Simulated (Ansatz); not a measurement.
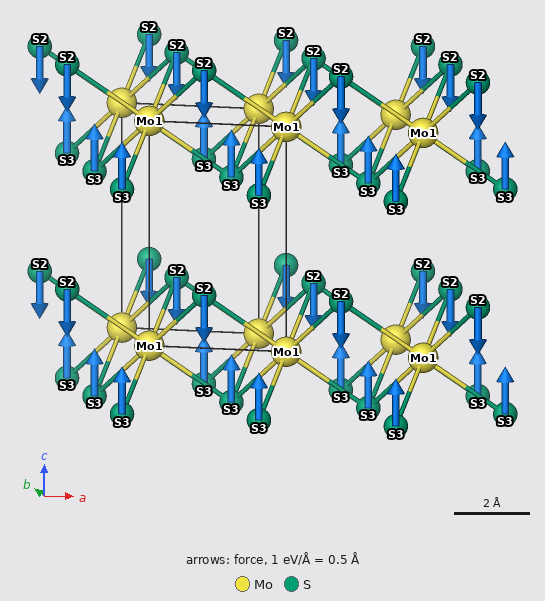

Starting geometry of a crystal of MoS₂ (built on the 1T (CdI2) bulk type) with the computed forces as blue arrows. Style: ball-and-stick. Shown: the cell of the calculation, repeated 2 × 1 × 1 with one cell outlined, slightly off an axis.

The calculation used Ansatz, DFT, PBEsol, plane waves, PAW. Settings: plane-wave cutoff 420 eV; k-point mesh 6 × 6 × 4; occupations fermi dirac; smearing width 0.03 eV; no spin polarisation; cell and atoms relaxed; force threshold 0.01 eV/Å; at most 120 steps.

Is this structure relaxed? If not, where do the atoms go?

Answer. It isn't relaxed: the largest force vector, on S atoms, is 2.58 eV/Å. The atoms end up moving mostly along the starting forces (cosine between the two patterns 1.00). After 10 accepted moves (11 points after the start) the energy has fallen by 1070 meV per atom. Largest force component: 2.6 eV/Å at the start, 0.00048 eV/Å at the end. Pressure: −23.66 GPa at the start and 0.00 GPa at the end. The SCF was repeated once at an unchanged geometry on a basis and grid sized afresh for the cell, which shifted the energy by 0.4 meV per atom at most. The largest moves relative to the cell, 0.040 Å, are those of S2 and S3. S3 goes along +c. Mo stays in place. The volume changes by −32.3 %, with a = b 3.878 → 3.142 Å (−19.0 %), c 6.069 → 6.258 Å (+3.1 %). Near-neighbour distances that change, for instance: Mo1–S2 2.738 → 2.408 Å. Bond angles that change, for instance: S2–Mo1–S2 90.2° → 81.4°, S2–Mo1–S3 89.8° → 98.6°, Mo1–S2–Mo1 90.2° → 81.4°. The space group stays P-3m1 (No. 164).
